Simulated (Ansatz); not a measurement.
Cell and atoms:

```xyz
16
Lattice="4.8640 0.0000 0.0000 0.0000 5.2947 0.0000 0.0000 0.0000 9.1772" Properties=species:S:1:pos:R:3 pbc="T T T"
Si    2.4320    1.2163    0.0000
Si    2.4320    4.0784    0.0000
Si    2.4320    0.0000    2.5184
Si    0.0000    0.0000    2.0701
Si    2.4320    3.8636    4.5886
Si    2.4320    1.4311    4.5886
Si    2.4320    2.6474    7.1070
Si    0.0000    2.6474    6.6587
Si    0.0000    1.2163    4.5886
Si    0.0000    4.0784    4.5886
Si    0.0000    0.0000    7.1070
Si    2.4320    0.0000    6.6587
Si    0.0000    3.8636    0.0000
Si    0.0000    1.4311    0.0000
Si    0.0000    2.6474    2.5184
Si    2.4320    2.6474    2.0701
```

Q: Say what kind of structure these coordinates give.

A: The element is silicon. Space group Fmmm (No. 69), lattice face-centred orthorhombic. The cell holds 16 atoms. With all contacts inside bonding distance counted, the coordination numbers are Si 4 to 5 (mean 4.5).

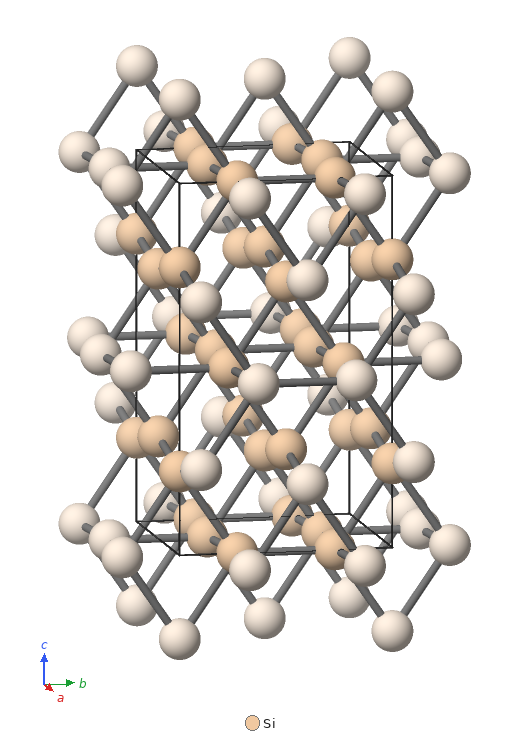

Ball-and-stick drawing of the structure, looking slightly off an axis. The conventional unit cell is outlined; an atom on or near a face, edge or corner is repeated at each equivalent position. The bonded neighbours beyond the faces are included, in fainter colours.

The structure comes from a structure listed in the Materials Project. Atoms and cell were optimised with Ansatz, DFT LDA, scalar-relativistic, plane waves, PAW.
